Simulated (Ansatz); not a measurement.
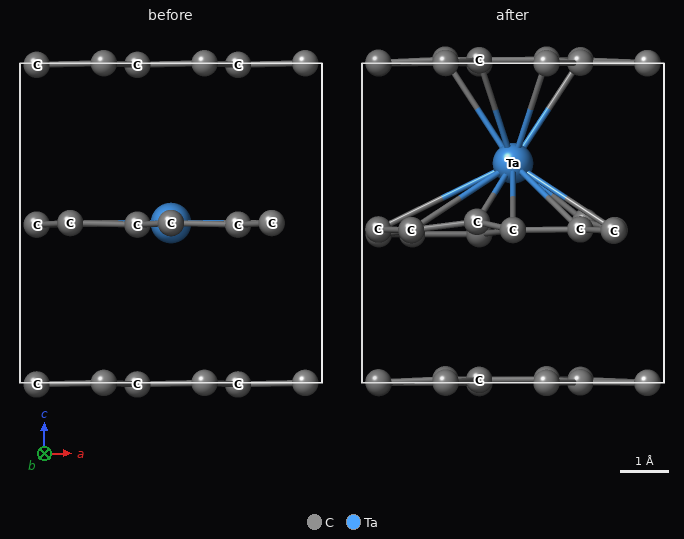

The structure of a defect cell of composition TaC35 (cell charge +1) before (left) and after (right) a relaxation, at one scale.

The picture is a ball-and-stick view of the cell of the calculation (origin shifted), seen along the b axis.

The calculation used Ansatz, DFT, PBE, plane-wave PAW, default files, scalar-relativistic.

Input file:
```yaml
crystal:
  lattice:
    - [7.41, 0.0, 0.0]
    - [-3.705, 6.4172482419, 0.0]
    - [0.0, 0.0, 6.79]
  atoms:
    - { symbol: C, position: [0.0, 0.0, 0.0] }
    - { symbol: C, position: [0.0, 0.3333333333, 0.0] }
    - { symbol: C, position: [0.0, 0.6666666667, 0.0] }
    - { symbol: C, position: [0.3333333333, 0.0, 0.0] }
    - { symbol: C, position: [0.3333333333, 0.3333333333, 0.0] }
    - { symbol: C, position: [0.3333333333, 0.6666666667, 0.0] }
    - { symbol: C, position: [0.6666666667, 0.0, 0.0] }
    - { symbol: C, position: [0.6666666667, 0.3333333333, 0.0] }
    - { symbol: C, position: [0.6666666667, 0.6666666667, 0.0] }
    - { symbol: C, position: [0.0, 0.0, 0.5] }
    - { symbol: C, position: [0.0, 0.3333333333, 0.5] }
    - { symbol: C, position: [0.0, 0.6666666667, 0.5] }
    - { symbol: C, position: [0.3333333333, 0.0, 0.5] }
    - { symbol: C, position: [0.3333333333, 0.3333333333, 0.5] }
    - { symbol: C, position: [0.3333333333, 0.6666666667, 0.5] }
    - { symbol: C, position: [0.6666666667, 0.0, 0.5] }
    - { symbol: C, position: [0.6666666667, 0.3333333333, 0.5] }
    - { symbol: C, position: [0.6666666667, 0.6666666667, 0.5] }
    - { symbol: Ta, position: [0.1111111111, 0.2222222222, 0.005] }
    - { symbol: C, position: [0.1111111111, 0.5555555556, 0.005] }
    - { symbol: C, position: [0.1111111111, 0.8888888889, 0.005] }
    - { symbol: C, position: [0.4444444444, 0.2222222222, 0.005] }
    - { symbol: C, position: [0.4444444444, 0.5555555556, 0.005] }
    - { symbol: C, position: [0.4444444444, 0.8888888889, 0.005] }
    - { symbol: C, position: [0.7777777778, 0.2222222222, 0.005] }
    - { symbol: C, position: [0.7777777778, 0.5555555556, 0.005] }
    - { symbol: C, position: [0.7777777778, 0.8888888889, 0.005] }
    - { symbol: C, position: [0.2222222222, 0.1111111111, 0.505] }
    - { symbol: C, position: [0.2222222222, 0.4444444444, 0.505] }
    - { symbol: C, position: [0.2222222222, 0.7777777778, 0.505] }
    - { symbol: C, position: [0.5555555556, 0.1111111111, 0.505] }
    - { symbol: C, position: [0.5555555556, 0.4444444444, 0.505] }
    - { symbol: C, position: [0.5555555556, 0.7777777778, 0.505] }
    - { symbol: C, position: [0.8888888889, 0.1111111111, 0.505] }
    - { symbol: C, position: [0.8888888889, 0.4444444444, 0.505] }
    - { symbol: C, position: [0.8888888889, 0.7777777778, 0.505] }
total_charge: 1
kpoints:
  mp_grid: { grid: [3, 3, 3] }
scf:
  occupations: { method: fermi_dirac, width: 0.01 }
hamiltonian:
  xc: pbe
  pseudopotentials: { kind: paw }
output:
  forces: true
  stress: true
  populations: true
  efg: { quadrupole_moments_barn: { Ta: 3.17 }, contact_densities: true }
relax:
  f_tol: 0.03
  max_steps: 40
```

Command:
```bash
ansatz run input.yaml --threads 1 --pin off --max-ram 2560MiB --backend cpu --events-out ev --progress --plain --runs-dir out
```

Summarise the run.

Answer. The atom that moves furthest is Ta19 (1.27 Å along +c). By element the largest moves are Ta 1.27 Å, C 0.24 Å. The cell stays as it was. Some distances before and after: Ta19–C28 3.682 → 2.630 Å, C10–Ta19 3.651 → 2.619 Å, C1–Ta19 1.426 → 1.971 Å, Ta19–C20 2.470 → 2.868 Å. New bonds form: C10–Ta19 (3.65 → 2.62 Å), C11–Ta19 (3.65 → 2.62 Å), C14–Ta19 (3.65 → 2.62 Å), Ta19–C28 (3.68 → 2.63 Å). Among the angles between lasting bonds that change: C3–C21–Ta19 150.0° → 141.1°, C21–C1–C27 119.9° → 124.7°, Ta19–C1–C21 119.9° → 115.2°. The energy falls by 29.766 eV per cell of the calculation in 10 accepted moves (11 points after the start). The largest force component goes from 41 to 0.014 eV/Å. The line search rejected the trial step at point 9 of the run. The run took 4.2 min on 1 thread of Intel(R) Xeon(R) Platinum 8259CL CPU @ 2.50GHz (Skylake/Cascade Lake), on a shared host, peak memory 0.78 GiB.

Limits of the set-up: the periodic images lie only 6.8 Å apart, so the values are limited by the cell's size; the cell is charged, on a uniform background, and energies carry no finite-size correction.
